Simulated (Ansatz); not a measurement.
Structure (in its standard cell), coordinates from a relaxation with DFT PBE, scalar-relativistic, plane waves, PAW in Ansatz; the starting structure was generated, so it need not be a known form of this composition:

```
Mo
1.0
     2.77379    0.00000    0.00000
    -1.38689    2.40217    0.00000
     0.00000    0.00000    2.52196
Mo
1
Direct
  0.00000 0.00000 0.00000
```

Predict the [101] zone-axis pattern (300 kV, kinematic, B = 1 Å²).

The spots form a centred rectangular net whose two shortest vectors correspond to d = 2.40 Å and 1.74 Å, 68.8° apart. They are 0 1 0 and 1 0 -1. The pattern has symmetry 2mm. No reflection of this zone is absent.

Strongest reflections with d > 0.80 Å, one of each family (|F|² from tabulated Gaussian fits of the electron scattering factors, times a small damping for the curvature of the Ewald sphere):

```tsv
hkl	d (Å)	I (strongest = 100)
0 1 0	2.402	100
1 0 -1	1.739	51
1 1 -1	1.215	19
0 2 0	1.201	18
2 -1 -2	0.933	7
2 0 -2	0.870	5
```

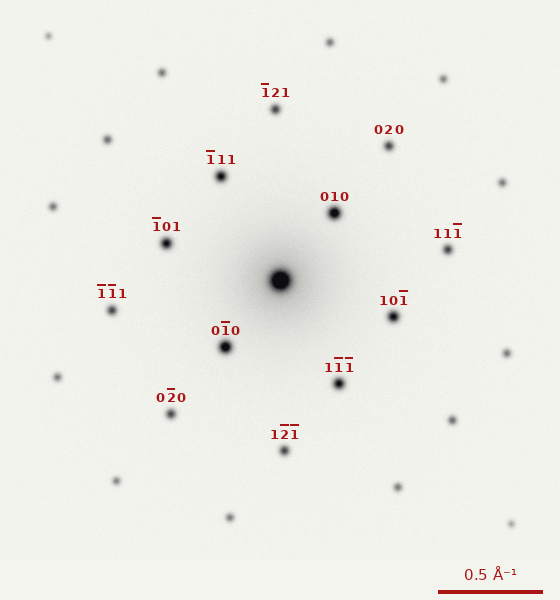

Calculated pattern, seen from the source side with [101] pointing towards the source.
